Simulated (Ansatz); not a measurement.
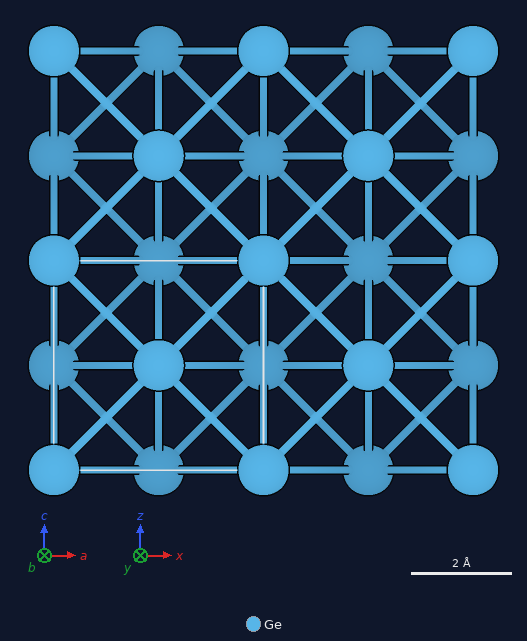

Solid Ge (Fm-3m): the ratio of the cell's length along z to its lengths across, counted as 1 for the reference, is changed at fixed volume (a tetragonal or Bain path), with the atoms kept at their fractional coordinates. x, y and z are the Cartesian axes of the input. The picture shows the reference cell. The picture is a ball-and-stick view of the conventional cell (4 times the calculation's cell), repeated 2 × 1 × 2 with one cell outlined, seen along the b axis. Lengths and directions refer to the drawn axes.

The calculation used DFT PBE+D3(BJ), scalar-relativistic, plane waves, PAW (Ansatz 0.2.0). (plane-wave cutoff 420 eV; k-point mesh 22 × 22 × 22; occupations gaussian; smearing width 0.15 eV; no spin polarisation). Energies (free energies at the smearing named) are counted from the cell as listed in its source, which wasn't relaxed.

```
Ge
1.0
     0.00000    2.09836    2.09836
     2.09836    0.00000    2.09836
     2.09836    2.09836    0.00000
Ge
1
Direct
  0.00000 0.00000 0.00000
```

Give the energy at each point (the relative ratio: 0.707, 0.850, 1.000, 1.200, 1.414).

| axial ratio over its reference value | E − E(ref) (meV/atom) |
| --- | --- |
| 0.707 | 0.2 |
| 0.850 | −6.2 |
| 1.000 | 0.0 |
| 1.200 | 0.2 |
| 1.414 | 45.1 |

Of the computed points the lowest is at the relative ratio 0.85, −6.2 meV/atom. The unrelaxed reference is under a pressure of 1.0 GPa. The distortion takes the space group from Fm-3m to I4/mmm, except for Im-3m at 0.707. At the relative ratio 1.414 the cell of the drawing goes a 4.197 → 3.739 Å, b 4.197 → 3.739 Å, c 4.197 → 5.287 Å.

The computed profile:

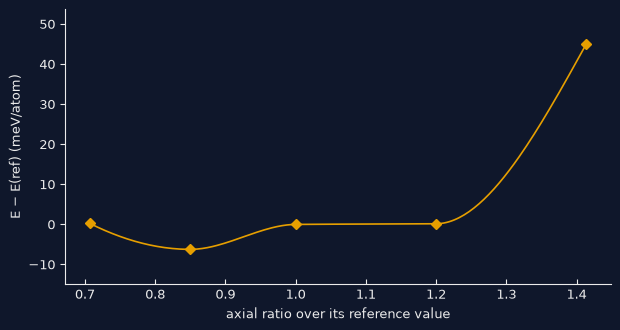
